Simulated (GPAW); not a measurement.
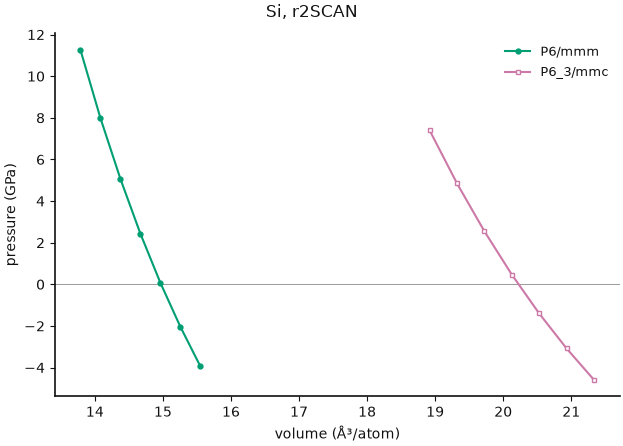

The figure shows the pressure against volume, with one curve for each structure, for Si.

Computed with GPAW 26.7.0: PAW DFT in plane waves, on a grid or in atomic orbitals, no spin polarisation; energies at scaled volumes of the given cell, shape and fractions fixed, counted from the fit's minimum, third-order Birch-Murnaghan fit. Level: r2SCAN.

```json
{"setting": "occupations", "value": "Fermi–Dirac"}
{"setting": "smearing width", "value": "0.05 eV"}
{"setting": "potentials", "value": "GPAW PAW data sets (gpaw data 1.2.1)"}
{"setting": "wave cutoff", "value": "600 eV"}
```

Settings that differ: P6/mmm: k mesh 12×12×11; P6_3/mmc: k mesh 7×7×4.

**Order the curves by fitted equilibrium volume, smallest first.**

P6/mmm 14.974, P6_3/mmc 20.225 Å³/atom.

**Order the curves by fitted bulk modulus, smallest first.**

P6_3/mmc 96.3, P6/mmm 113.4 GPa.

Note: shape and atomic fractions are frozen while scaling, which makes layered, chain and framework solids too stiff.

The computed values:

P6/mmm:
```tsv
volume (Å³/atom)	pressure (GPa)
13.79	11.26
14.08	7.99
14.37	5.07
14.67	2.44
14.96	0.08
15.25	-2.03
15.55	-3.93
```

P6_3/mmc:
```tsv
volume (Å³/atom)	pressure (GPa)
18.92	7.40
19.32	4.85
19.72	2.55
20.13	0.47
20.53	-1.40
20.93	-3.08
21.33	-4.59
```
